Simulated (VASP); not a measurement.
# Geometry relaxation of AlAs (part 4 of 5)

AlAs (slab, 14 atoms in the cell); Kohn-Sham DFT of a periodic cell, PBEsol, VASP PAW PBE potentials, recommended, no spin polarisation (VASP 6.6.1); cutoff 520 eV, 4×6×1 k-mesh, Gaussian smearing of 0.05 eV. The structure derives from an entry of the Crystallography Open Database.

Geometry of the input (Å; fractional positions):
```
5.6608  0.0000  0.0000
0.0000  4.0028  0.0000
0.0000  0.0000  28.0084
Al 0.5000  0.5000  0.2856
Al 0.0000  0.0000  0.3571
Al 0.5000  0.5000  0.4285
Al 0.0000  0.0000  0.5000
Al 0.5000  0.5000  0.5715
Al 0.0000  1.0000  0.6429
Al 0.5000  0.5000  0.7144
As 0.7500  0.0000  0.2856
As 0.2500  0.5000  0.3571
As 0.7500  0.0000  0.4285
As 0.2500  0.5000  0.5000
As 0.7500  0.0000  0.5715
As 0.2500  0.5000  0.6429
As 0.7500  0.0000  0.7144
```

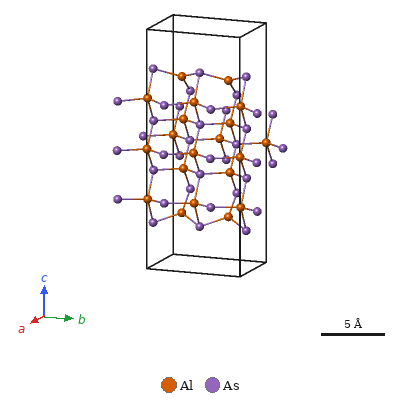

*The geometry at step 7 of the log (ball-and-stick view of the 1 × 2 repeat of the cell, with the vacuum cut short, seen slightly off an axis; bonded neighbours outside the cell are drawn too).*

### Parts of OUTCAR, continued
```
 k-point     4 :       0.0000    0.1667    0.0000
  band No.  band energies     occupation
      1     -12.3026      2.00000
      2     -12.0003      2.00000
      3     -11.4985      2.00000
      4     -10.9483      2.00000
      5     -10.6593      2.00000
      6     -10.5448      2.00000
      7     -10.5208      2.00000
      8      -5.9645      2.00000
      9      -5.7901      2.00000
     10      -5.3888      2.00000
     11      -4.8775      2.00000
     12      -4.3121      2.00000
     13      -3.9313      2.00000
     14      -3.7438      2.00000
     15      -3.6516      2.00000
     16      -3.4785      2.00000
     17      -3.1129      2.00000
     18      -2.9698      2.00000
     19      -2.9293      2.00000
     20      -2.7989      2.00000
     21      -2.3772      2.00000
     22      -2.2779      2.00000
     23      -1.9554      2.00000
     24      -1.9280      2.00000
     25      -1.6639      2.00000
     26      -1.5376      2.00000
     27      -1.2523      2.00000
     28      -1.0993      2.00000
     29       1.2148      0.00000
     30       1.6840      0.00000
     31       1.9849      0.00000
     32       2.3750      0.00000
     33       2.4220      0.00000
     34       2.6182      0.00000
     35       2.6849      0.00000
     36       2.8918      0.00000

 k-point     5 :       0.2500    0.1667    0.0000
  band No.  band energies     occupation
      1     -12.1136      2.00000
      2     -11.8309      2.00000
      3     -11.3871      2.00000
      4     -10.9620      2.00000
      5     -10.9375      2.00000
      6     -10.7316      2.00000
      7     -10.7044      2.00000
      8      -5.8297      2.00000
      9      -5.8024      2.00000
     10      -5.6109      2.00000
     11      -5.1962      2.00000
     12      -4.4735      2.00000
     13      -4.0823      2.00000
     14      -3.6217      2.00000
     15      -3.4419      2.00000
     16      -3.3430      2.00000
     17      -3.1063      2.00000
     18      -2.8469      2.00000
     19      -2.6475      2.00000
     20      -2.4664      2.00000
     21      -2.3529      2.00000
     22      -2.2122      2.00000
     23      -2.1422      2.00000
     24      -1.9970      2.00000
     25      -1.6803      2.00000
     26      -1.4748      2.00000
     27      -1.0782      2.00000
     28      -1.0356      2.00000
     29       1.3665      0.00000
     30       1.7600      0.00000
     31       2.0809      0.00000
     32       2.2499      0.00000
     33       2.4150      0.00000
     34       2.6379      0.00000
     35       2.8773      0.00000
     36       3.1655      0.00000

 [... the levels of 6 k-points are left out ...]

 k-point    12 :       0.5000    0.5000    0.0000
  band No.  band energies     occupation
      1     -11.1535      2.00000
      2     -11.0176      2.00000
      3     -10.9842      2.00000
      4     -10.7778      2.00000
      5     -10.7483      2.00000
      6     -10.3395      2.00000
      7     -10.3100      2.00000
      8      -6.4151      2.00000
      9      -6.2766      2.00000
     10      -6.1314      2.00000
     11      -5.8266      2.00000
     12      -5.7180      2.00000
     13      -5.6860      2.00000
     14      -5.5554      2.00000
     15      -3.8821      2.00000
     16      -3.8712      2.00000
     17      -3.4617      2.00000
     18      -3.4006      2.00000
     19      -3.1390      2.00000
     20      -2.9844      2.00000
     21      -2.6860      2.00000
     22      -2.3939      2.00000
     23      -2.1763      2.00000
     24      -1.9436      2.00000
     25      -1.9242      2.00000
     26      -1.7087      2.00000
     27      -1.3046      2.00000
     28      -1.2333      2.00000
     29       0.9237      0.00000
     30       1.3979      0.00000
     31       1.8348      0.00000
     32       2.4268      0.00000
     33       2.5570      0.00000
     34       2.9408      0.00000
     35       3.0465      0.00000
     36       3.3551      0.00000

------------------------ aborting loop because EDIFF is reached ----------------------------------------

 vacuum level on the upper side and lower side of the slab       (xc-potential included)        -0.012        -0.012

  FORCE on cell =-STRESS in cart. coord.  units (eV):
  Direction    XX          YY          ZZ          XY          YZ          ZX
  --------------------------------------------------------------------------------------
  -------------------------------------------------------------------------------------
  Total       -0.5891913     -1.4115201     -0.1423671      0.0000000      0.0000000      0.0000000
  in kB       -1.4874364     -3.5634379     -0.3594113      0.0000000      0.0000000      0.0000000
  external PRESSURE =      -1.8034286 kB  Pullay stress =       0.0000000 kB

 VOLUME and BASIS-vectors are now :
 -----------------------------------------------------------------------------
  energy-cutoff  :      520.00
  volume of cell :      634.64
      direct lattice vectors                 reciprocal lattice vectors
     5.660800000  0.000000000  0.000000000     0.176653477  0.000000000  0.000000000
     0.000000000  4.002790067  0.000000000     0.000000000  0.249825742  0.000000000
     0.000000000  0.000000000 28.008370201     0.000000000  0.000000000  0.035703613

 POSITION                                       TOTAL-FORCE (eV/Angst)
 -----------------------------------------------------------------------------------
      3.18646      2.00140      8.45923         0.006456     -0.000000      0.002323
      5.54516      0.00000      9.87687        -0.001849      0.000000      0.002496
      2.74755      2.00140     12.00853         0.007292      0.000000     -0.004843
      5.56447      0.00000     14.00419         0.001878     -0.000000      0.000000
      2.74755      2.00140     15.99984         0.007292      0.000000      0.004843
      5.54516      0.00000     18.13150        -0.001849      0.000000     -0.002496
      3.18646      2.00140     19.54914         0.006456     -0.000000     -0.002323
      4.34475      0.00000      7.72406        -0.007530     -0.000000      0.008041
      1.31144      2.00140      9.99621         0.001330     -0.000000     -0.005304
      4.18440      0.00000     11.96076        -0.002935     -0.000000      0.011532
      1.32799      2.00140     14.00419        -0.007404     -0.000000      0.000000
      4.18440      0.00000     16.04761        -0.002935     -0.000000     -0.011532
      1.31144      2.00140     18.01216         0.001330     -0.000000      0.005304
      4.34475      0.00000     20.28431        -0.007530     -0.000000     -0.008041
 -----------------------------------------------------------------------------------
    total drift:                                0.000215     -0.000000     -0.000000

  FREE ENERGIE OF THE ION-ELECTRON SYSTEM (eV)
  ---------------------------------------------------
  free  energy   TOTEN  =       -68.1421933532 eV

  energy  without entropy=      -68.1421933532  energy(sigma->0) =      -68.14219335

 reached required accuracy - stopping structural energy minimisation

 vacuum level on the upper side and lower side of the slab         4.567         4.567
```

### CONTCAR
```
AlAs
   1.00000000000000
     5.6608000000000001    0.0000000000000000    0.0000000000000000
     0.0000000000000000    4.0027900670000003    0.0000000000000000
     0.0000000000000000    0.0000000000000000   28.0083702010000017
  Al              As
     7     7
Direct
     0.5628997015391360    0.5000000000000000    0.3020252278414214
     0.9795723344863774    0.0000000000000000    0.3526399106924847
     0.4853638951924579    0.5000000000000000    0.4287477468865706
     0.9829832251640699    0.0000000000000000    0.5000000000000000
     0.4853638951924579    0.5000000000000000    0.5712522531134295
     0.9795723344863774    0.0000000000000000    0.6473600893075152
     0.5628997015391360    0.5000000000000000    0.6979747721585788
     0.7675157827988721    0.0000000000000000    0.2757768366373122
     0.2316711553145248    0.5000000000000000    0.3569009643564402
     0.7391884130943946    0.0000000000000000    0.4270424748833210
     0.2345942099844047    0.5000000000000000    0.5000000000000000
     0.7391884130943946    0.0000000000000000    0.5729575251166793
     0.2316711553145248    0.5000000000000000    0.6430990356435600
     0.7675157827988721    0.0000000000000000    0.7242231633626879

  0.00000000E+00  0.00000000E+00  0.00000000E+00
  0.00000000E+00  0.00000000E+00  0.00000000E+00
  0.00000000E+00  0.00000000E+00  0.00000000E+00
  0.00000000E+00  0.00000000E+00  0.00000000E+00
  0.00000000E+00  0.00000000E+00  0.00000000E+00
  0.00000000E+00  0.00000000E+00  0.00000000E+00
  0.00000000E+00  0.00000000E+00  0.00000000E+00
  0.00000000E+00  0.00000000E+00  0.00000000E+00
  0.00000000E+00  0.00000000E+00  0.00000000E+00
  0.00000000E+00  0.00000000E+00  0.00000000E+00
  0.00000000E+00  0.00000000E+00  0.00000000E+00
  0.00000000E+00  0.00000000E+00  0.00000000E+00
  0.00000000E+00  0.00000000E+00  0.00000000E+00
  0.00000000E+00  0.00000000E+00  0.00000000E+00
```

### Trajectory as extended XYZ (Å, eV, eV/Å), 15 of the 20 frames kept, from step=0 to step=19
```
14
Lattice="5.6608 0.0000 0.0000 0.0000 4.0028 0.0000 0.0000 0.0000 28.0084" Properties=species:S:1:pos:R:3:forces:R:3 step=0 energy=-66.67965
Al    2.8304    2.0014    8.0000    1.1494   0.0000   1.3186
Al    0.0000    0.0000   10.0014   -0.3955   0.0000   0.1269
Al    2.8304    2.0014   12.0028    0.3144   0.0000   0.1020
Al    0.0000    0.0000   14.0042   -0.1767   0.0000   0.0000
Al    2.8304    2.0014   16.0056    0.3144   0.0000  -0.1020
Al    0.0000    0.0000   18.0070   -0.3955   0.0000  -0.1269
Al    2.8304    2.0014   20.0084    1.1494   0.0000  -1.3186
As    4.2456    0.0000    8.0000   -0.3839   0.0000  -1.2488
As    1.4152    2.0014   10.0014   -0.5486   0.0000  -0.4763
As    4.2456    0.0000   12.0028    0.0063   0.0000   0.0659
As    1.4152    2.0014   14.0042   -0.1075   0.0000   0.0000
As    4.2456    0.0000   16.0056    0.0063   0.0000  -0.0659
As    1.4152    2.0014   18.0070   -0.5486   0.0000   0.4763
As    4.2456    0.0000   20.0084   -0.3839   0.0000   1.2488
14
Lattice="5.6608 0.0000 0.0000 0.0000 4.0028 0.0000 0.0000 0.0000 28.0084" Properties=species:S:1:pos:R:3:forces:R:3 step=1 energy=-67.12556
Al    2.8858    2.0014    8.0636    0.7664   0.0000   1.0701
Al    5.6417    0.0000   10.0075   -0.4524   0.0000  -0.2643
Al    2.8456    2.0014   12.0077   -0.0546   0.0000  -0.0865
Al    5.6523    4.0028   14.0042   -0.0264   0.0000   0.0000
Al    2.8456    2.0014   16.0007   -0.0546   0.0000   0.0865
Al    5.6417    4.0028   18.0009   -0.4524   0.0000   0.2643
Al    2.8858    2.0014   19.9448    0.7664   0.0000  -1.0701
As    4.2271    4.0028    7.9398    0.1231   0.0000  -0.8379
As    1.3887    2.0014    9.9784   -0.3413   0.0000  -0.0819
As    4.2459    4.0028   12.0060   -0.0112   0.0000   0.0795
As    1.4100    2.0014   14.0042   -0.0336   0.0000   0.0000
As    4.2459    0.0000   16.0024   -0.0112   0.0000  -0.0795
As    1.3887    2.0014   18.0300   -0.3413   0.0000   0.0819
As    4.2271    4.0028   20.0686    0.1231   0.0000   0.8379
14
Lattice="5.6608 0.0000 0.0000 0.0000 4.0028 0.0000 0.0000 0.0000 28.0084" Properties=species:S:1:pos:R:3:forces:R:3 step=3 energy=-67.85026
Al    3.0308    2.0014    8.2711    0.2141   0.0000   0.4071
Al    5.5672    0.0000    9.9626   -0.3235   0.0000  -0.5580
Al    2.8377    2.0014   11.9977   -0.3699   0.0000  -0.1596
Al    5.6487    4.0028   14.0042    0.1899   0.0000   0.0000
Al    2.8377    2.0014   16.0107   -0.3699   0.0000   0.1596
Al    5.5672    4.0028   18.0458   -0.3235   0.0000   0.5580
Al    3.0308    2.0014   19.7373    0.2141   0.0000  -0.4071
As    4.2372    4.0028    7.7720    0.5320   0.0000  -0.0710
As    1.3234    2.0014    9.9537   -0.0573   0.0000   0.3884
As    4.2432    4.0028   12.0220   -0.1080   0.0000  -0.1735
As    1.4042    2.0014   14.0042    0.0352   0.0000   0.0000
As    4.2432    0.0000   15.9864   -0.1080   0.0000   0.1735
As    1.3234    2.0014   18.0546   -0.0573   0.0000  -0.3884
As    4.2372    4.0028   20.2363    0.5320   0.0000   0.0710
14
Lattice="5.6608 0.0000 0.0000 0.0000 4.0028 0.0000 0.0000 0.0000 28.0084" Properties=species:S:1:pos:R:3:forces:R:3 step=4 energy=-68.04677
Al    3.0861    2.0014    8.3893    0.4418   0.0000  -0.0907
Al    5.5155    0.0000    9.8877   -0.1130   0.0000  -0.0582
Al    2.7896    2.0014   11.9722    0.0757   0.0000   0.1326
Al    0.0043    0.0000   14.0042    0.0957   0.0000   0.0000
Al    2.7896    2.0014   16.0362    0.0757   0.0000  -0.1326
Al    5.5155    0.0000   18.1207   -0.1130   0.0000   0.0582
Al    3.0861    2.0014   19.6190    0.4418   0.0000   0.0907
As    4.2966    0.0000    7.6983    0.0000   0.0000   0.2185
As    1.3021    2.0014    9.9779   -0.1972   0.0000   0.1738
As    4.2390    0.0000   12.0354   -0.2288   0.0000  -0.5665
As    1.4093    2.0014   14.0042   -0.0526   0.0000   0.0000
As    4.2390    0.0000   15.9730   -0.2288   0.0000   0.5665
As    1.3021    2.0014   18.0305   -0.1972   0.0000  -0.1738
As    4.2966    0.0000   20.3100    0.0000   0.0000  -0.2185
14
Lattice="5.6608 0.0000 0.0000 0.0000 4.0028 0.0000 0.0000 0.0000 28.0084" Properties=species:S:1:pos:R:3:forces:R:3 step=5 energy=-68.10042
Al    3.1361    2.0014    8.4094   -0.0771   0.0000   0.1578
Al    5.4939    0.0000    9.8652    0.1620   0.0000   0.0452
Al    2.7847    2.0014   11.9773   -0.0304   0.0000   0.0433
Al    0.0162    0.0000   14.0042   -0.3547   0.0000   0.0000
Al    2.7847    2.0014   16.0311   -0.0304   0.0000  -0.0433
Al    5.4939    0.0000   18.1432    0.1620   0.0000  -0.0452
Al    3.1361    2.0014   19.5989   -0.0771   0.0000  -0.1578
As    4.3105    0.0000    7.6994    0.0160   0.0000   0.0041
As    1.2806    2.0014    9.9981    0.1137   0.0000  -0.1153
As    4.2188    0.0000   11.9910   -0.0123   0.0000  -0.0770
As    1.4061    2.0014   14.0042    0.0108   0.0000   0.0000
As    4.2188    0.0000   16.0173   -0.0123   0.0000   0.0770
As    1.2806    2.0014   18.0103    0.1137   0.0000   0.1153
As    4.3105    0.0000   20.3090    0.0160   0.0000  -0.0041
14
Lattice="5.6608 0.0000 0.0000 0.0000 4.0028 0.0000 0.0000 0.0000 28.0084" Properties=species:S:1:pos:R:3:forces:R:3 step=7 energy=-68.11571
Al    3.1357    2.0014    8.4207    0.0410   0.0000   0.0530
Al    5.5039    0.0000    9.8673    0.1292   0.0000  -0.0296
Al    2.7830    2.0014   11.9818   -0.0464   0.0000  -0.0129
Al    5.6522    4.0028   14.0042   -0.1849   0.0000   0.0000
Al    2.7830    2.0014   16.0266   -0.0464   0.0000   0.0129
Al    5.5039    4.0028   18.1411    0.1292   0.0000   0.0296
Al    3.1357    2.0014   19.5876    0.0410   0.0000  -0.0530
As    4.3121    4.0028    7.7019   -0.0055   0.0000   0.0513
As    1.2867    2.0014    9.9916    0.0500   0.0000  -0.0020
As    4.2154    4.0028   11.9792   -0.0085   0.0000  -0.0078
As    1.4063    2.0014   14.0042   -0.1347   0.0000   0.0000
As    4.2154    0.0000   16.0292   -0.0085   0.0000   0.0078
As    1.2867    2.0014   18.0167    0.0500   0.0000   0.0020
As    4.3121    0.0000   20.3064   -0.0055   0.0000  -0.0513
14
Lattice="5.6608 0.0000 0.0000 0.0000 4.0028 0.0000 0.0000 0.0000 28.0084" Properties=species:S:1:pos:R:3:forces:R:3 step=8 energy=-68.11997
Al    3.1407    2.0014    8.4331    0.0982   0.0000  -0.0196
Al    5.5107    0.0000    9.8667    0.1303   0.0000  -0.0854
Al    2.7810    2.0014   11.9865   -0.0699   0.0000  -0.0735
Al    5.6309    0.0000   14.0042   -0.0763   0.0000   0.0000
Al    2.7810    2.0014   16.0219   -0.0699   0.0000   0.0735
Al    5.5107    0.0000   18.1416    0.1303   0.0000   0.0854
Al    3.1407    2.0014   19.5752    0.0982   0.0000   0.0196
As    4.3150    0.0000    7.7044   -0.0240   0.0000   0.0702
As    1.2899    2.0014    9.9879    0.0201   0.0000   0.0736
As    4.2103    0.0000   11.9638    0.0125   0.0000   0.1034
As    1.4061    2.0014   14.0042   -0.2579   0.0000   0.0000
As    4.2103    0.0000   16.0446    0.0125   0.0000  -0.1034
As    1.2899    2.0014   18.0205    0.0201   0.0000  -0.0736
As    4.3150    0.0000   20.3040   -0.0240   0.0000  -0.0702
14
Lattice="5.6608 0.0000 0.0000 0.0000 4.0028 0.0000 0.0000 0.0000 28.0084" Properties=species:S:1:pos:R:3:forces:R:3 step=10 energy=-68.13382
Al    3.1614    2.0014    8.4495    0.0159   0.0000   0.0166
Al    5.5385    4.0028    9.8545   -0.0199   0.0000   0.0588
Al    2.7686    2.0014   11.9838   -0.0384   0.0000   0.0922
Al    5.5880    0.0000   14.0042    0.0813   0.0000   0.0000
Al    2.7686    2.0014   16.0246   -0.0384   0.0000  -0.0922
Al    5.5385    0.0000   18.1538   -0.0199   0.0000  -0.0588
Al    3.1614    2.0014   19.5588    0.0159   0.0000  -0.0166
As    4.3162    0.0000    7.7175    0.0363   0.0000  -0.0327
As    1.2975    2.0014    9.9920    0.0423   0.0000  -0.0209
As    4.2040    0.0000   11.9539   -0.0097   0.0000  -0.0020
As    1.3714    2.0014   14.0042   -0.1343   0.0000   0.0000
As    4.2040    0.0000   16.0544   -0.0097   0.0000   0.0020
As    1.2975    2.0014   18.0164    0.0423   0.0000   0.0209
As    4.3162    4.0028   20.2909    0.0363   0.0000   0.0327
14
Lattice="5.6608 0.0000 0.0000 0.0000 4.0028 0.0000 0.0000 0.0000 28.0084" Properties=species:S:1:pos:R:3:forces:R:3 step=11 energy=-68.13727
Al    3.1664    2.0014    8.4539    0.0355   0.0000  -0.0091
Al    5.5420    0.0000    9.8570   -0.0249   0.0000   0.0288
Al    2.7633    2.0014   11.9906   -0.0187   0.0000   0.0663
Al    5.5866    0.0000   14.0042   -0.0231   0.0000   0.0000
Al    2.7633    2.0014   16.0178   -0.0187   0.0000  -0.0663
Al    5.5420    4.0028   18.1514   -0.0249   0.0000  -0.0288
Al    3.1664    2.0014   19.5545    0.0355   0.0000   0.0091
As    4.3194    4.0028    7.7173    0.0385   0.0000  -0.0118
As    1.3023    2.0014    9.9911    0.0105   0.0000   0.0085
As    4.2021    0.0000   11.9520   -0.0224   0.0000   0.0388
As    1.3544    2.0014   14.0042   -0.0137   0.0000   0.0000
As    4.2021    0.0000   16.0564   -0.0224   0.0000  -0.0388
As    1.3023    2.0014   18.0173    0.0105   0.0000  -0.0085
As    4.3194    0.0000   20.2910    0.0385   0.0000   0.0118
14
Lattice="5.6608 0.0000 0.0000 0.0000 4.0028 0.0000 0.0000 0.0000 28.0084" Properties=species:S:1:pos:R:3:forces:R:3 step=12 energy=-68.13783
Al    3.1694    2.0014    8.4564    0.0469   0.0000  -0.0241
Al    5.5441    4.0028    9.8584   -0.0276   0.0000   0.0117
Al    2.7602    2.0014   11.9946   -0.0075   0.0000   0.0515
Al    5.5858    0.0000   14.0042   -0.0838   0.0000   0.0000
Al    2.7602    2.0014   16.0138   -0.0075   0.0000  -0.0515
Al    5.5441    0.0000   18.1500   -0.0276   0.0000  -0.0117
Al    3.1694    2.0014   19.5520    0.0469   0.0000   0.0241
As    4.3212    0.0000    7.7172    0.0395   0.0000   0.0003
As    1.3051    2.0014    9.9906   -0.0082   0.0000   0.0257
As    4.2010    0.0000   11.9508   -0.0298   0.0000   0.0624
As    1.3445    2.0014   14.0042    0.0573   0.0000   0.0000
As    4.2010    0.0000   16.0575   -0.0298   0.0000  -0.0624
As    1.3051    2.0014   18.0178   -0.0082   0.0000  -0.0257
As    4.3212    0.0000   20.2911    0.0395   0.0000  -0.0003
```
